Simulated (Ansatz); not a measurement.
System: MoS₂.

The calculation's input:

```
crystal:
  lattice:
    - [3.0332372342, 0.0, 0.0]
    - [-1.5166186171, 2.6268605006, 0.0]
    - [0.0, 0.0, 11.2896521091]
  atoms:
    - { symbol: Mo, position: [0.1628172279, 0.6666666667, 0.25] }
    - { symbol: Mo, position: [0.8371827721, 0.3333333333, 0.75] }
    - { symbol: S, position: [0.50207215, 0.6666666667, 0.6142432848] }
    - { symbol: S, position: [0.49792785, 0.3333333333, 0.1142432848] }
    - { symbol: S, position: [0.50207215, 0.6666666667, 0.8857567152] }
    - { symbol: S, position: [0.49792785, 0.3333333333, 0.3857567152] }
basis:
  ecutwfc: 420
kpoints:
  mp_grid: { grid: [12, 12, 4] }
hamiltonian:
  xc: lda
  pseudopotentials: { kind: paw, azcp: { folder: soft_1 } }
  dispersion: d3bj
scf:
  occupations: { method: gaussian, width: 0.05 }
output:
  forces: true
  stress: true
  eigenvalues: true
  write_density: true
  write_potential: true
  elf: true
  volumetric_format: npy
```

Run with:

```sh
ansatz run input.yaml --threads 2 --pin off --max-ram 4096MiB --backend cpu --events-out ev --progress --plain --runs-dir out
```

Below, planes, directions and counts refer to the conventional cell (a = 3.03 Å, b = 11.29 Å, c = 3.03 Å, α = 90.00°, β = 120.00°, γ = 90.00°).

Space group P2₁/m; a point of a scan over the structure, not its minimum; changed on purpose from its base cell (mode 4 frozen in at -0.526 Å, equal normal strain along x, y and z -0.0167); not relaxed (largest force 0.6 eV/Å); computed pressure about 13 GPa in this cell; computed without spin polarisation; PAW files of the earlier set (soft_1).

The calculation used DFT LDA+D3(BJ), scalar-relativistic, plane waves, PAW in Ansatz 0.2.0.

Question: Predict the valence pseudo-density and electron localisation function between the atoms.

Answer: Mo–S (2.33 Å): ρ at the midpoint is about 0.69 e/Å³; the ELF peaks at about 0.85 in the valence shell of S, 0.8 Å from its nucleus, and is about 0.45 at the midpoint.

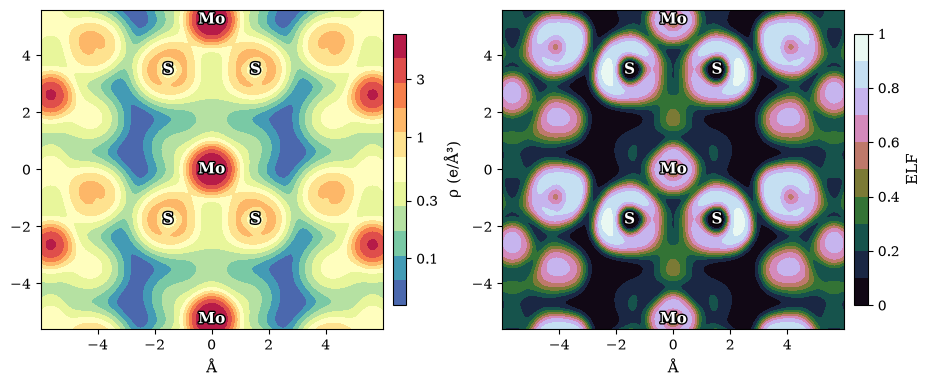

Computed valence pseudo-density and electron localisation function on the (101) plane of the conventional cell, in this order. Atoms just off the plane (Mo, 0.5 Å away and S, 0.5 Å away) can leave unmarked features too.

The density is the valence pseudo-density of a PAW calculation; it isn't the true density close to the nuclei.
